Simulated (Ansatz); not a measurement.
# TiO2: what the fields show

Input

```
crystal:
  lattice:
    - [3.3671529609, 0.0, 0.0]
    - [0.0, 3.3671529609, 0.0]
    - [0.0, 0.0, 5.2051742126]
  atoms:
    - { symbol: Ti, position: [0.5, 0.5, 0.5] }
    - { symbol: Ti, position: [0.0, 0.0, 0.0] }
    - { symbol: O, position: [0.0, 0.5, 0.6626422325] }
    - { symbol: O, position: [0.5, 0.0, 0.8373577675] }
    - { symbol: O, position: [0.5, 0.0, 0.3373577675] }
    - { symbol: O, position: [0.0, 0.5, 0.1626422325] }
kpoints:
  mp_grid: { grid: [4, 4, 4] }
  band_path:
    path:
      - [0.0, 0.0, 0.0]
      - [0.0, 0.5, 0.0]
      - [0.5, 0.5, 0.0]
      - [0.0, 0.0, 0.5]
      - [0.0, 0.5, 0.5]
      - [0.5, 0.5, 0.5]
      - [0.0, 0.0, 0.479167]
    npoints: 1
hamiltonian:
  xc: pbe0
scf:
  occupations: { method: fixed }
  n_extra_bands: 5
output:
  forces: true
  stress: true
  eigenvalues: true
  write_density: true
  write_potential: true
  elf: true
  volumetric_format: npy
```

Below, planes, directions and counts refer to the conventional cell (a = 3.37 Å, b = 3.37 Å, c = 5.21 Å, α = 90.00°, β = 90.00°, γ = 90.00°).

Space group P4₂/nmc; a structure from a database of computed crystals, not necessarily the ambient phase; started from the tetragonal host prototype, which need not be the ambient phase; computed pressure about −3 GPa in this cell; computed without spin polarisation.

All numbers below come from DFT, PBE0, plane waves, PAW (Ansatz).

Core electrons are frozen (PAW), and the valence fields are smoothed inside the atomic spheres.

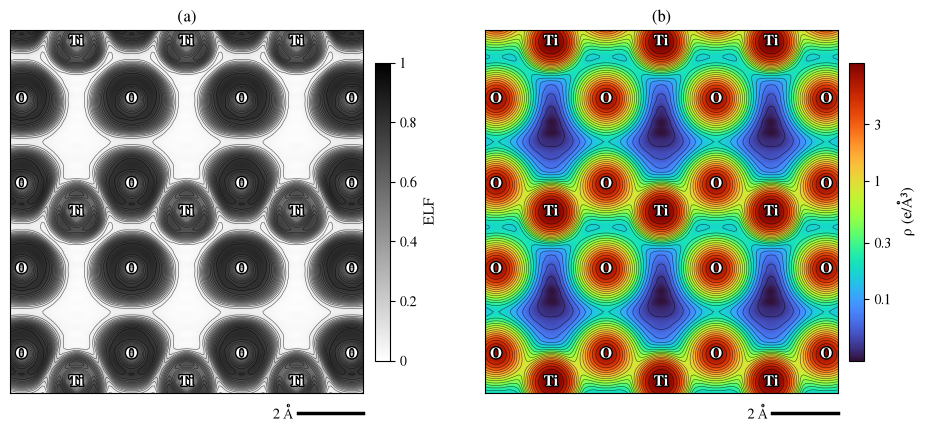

Figure 1. (a) ELF; (b) valence charge density (pseudo) on the (010) plane of the conventional cell.

> Interpret the plot.

The section cuts through Ti and O sites. Ti–O (1.88 Å): ρ is about 0.88 e/Å³ halfway; the ELF peaks at about 0.85 in the valence shell of O, 0.6 Å from its nucleus, and is about 0.30 at the midpoint; no localised pair shows between them. Between the atoms the lowest density in this plane is 0.03 e/Å³. The features right at Ti lie inside the PAW spheres, where the map follows smoothed inner orbitals and isn't to be read closely.

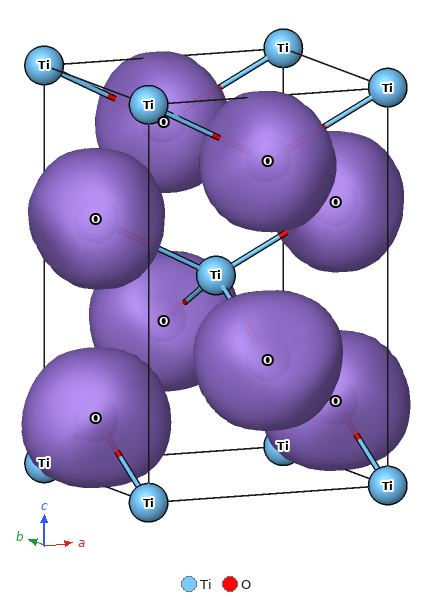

Figure 2. Isosurface of the ELF at 0.6 (purple), seen slightly off an axis. Core shells and regions of very low density are left out. Sticks mark near contacts.

> Describe the localisation domains.

At this value the surface marks out four regions wrapped around O (the valence shell of each), counted in one cell of 6 atoms. Any copies at cell faces, edges or corners count once.

> Metal or insulator at this level of theory?

It is gapped, with a Kohn–Sham gap of 4.8 eV on the k-point mesh, an upper bound to the gap of this method.
